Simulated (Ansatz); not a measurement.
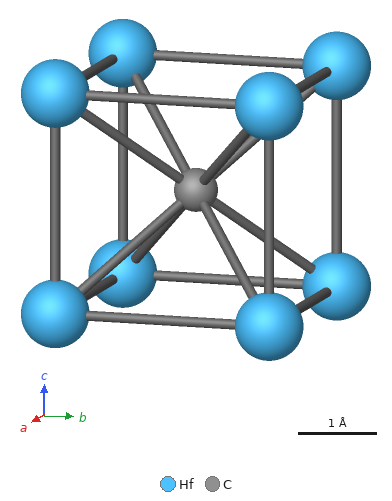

Normal modes of a crystal of HfC (a generated structure) at a fixed volume, space group Pm-3m (No. 221), at the zone centre. Style: ball-and-stick. Shown: the cell of the calculation, slightly off an axis.

The calculation used DFT PBE, scalar-relativistic, plane waves, PAW in Ansatz.

Input file:
```yaml
crystal:
  lattice:
    - [2.8778, 0.0, 0.0]
    - [0.0, 2.8778, 0.0]
    - [0.0, 0.0, 2.8778]
  atoms:
    - { symbol: Hf, position: [0.0, 0.0, 0.0] }
    - { symbol: C, position: [0.5, 0.5, 0.5] }
basis:
  ecutwfc: 420
kpoints:
  mp_grid: { grid: [14, 14, 14] }
hamiltonian:
  xc: pbe
scf:
  occupations: { method: fermi_dirac, width: 0.15 }
output:
  eigenvalues: true
phonons:
  method: dfpt
  eigenvectors: true
```

Launched with:
```bash
ansatz run input.yaml --threads 1 --pin off --max-ram 1228MiB --backend cpu --events-out ev --progress --plain --runs-dir out
```

The frequencies depend somewhat on the k-mesh and the smearing.

**Give the spectrum at this point.**

The calculation's cell holds 2 atoms, so there are 3 optical modes, in 1 level. The optical modes span T₁u. No level is unstable.

| level | symmetry | frequency (cm⁻¹) | activity |
| --- | --- | --- | --- |
| 1 | T₁u | 161 | infrared-active |

The crystal is a metal, so free carriers screen the infrared response.

The displacement patterns (one member of each degenerate set):

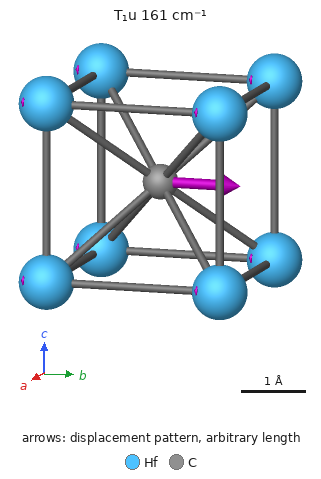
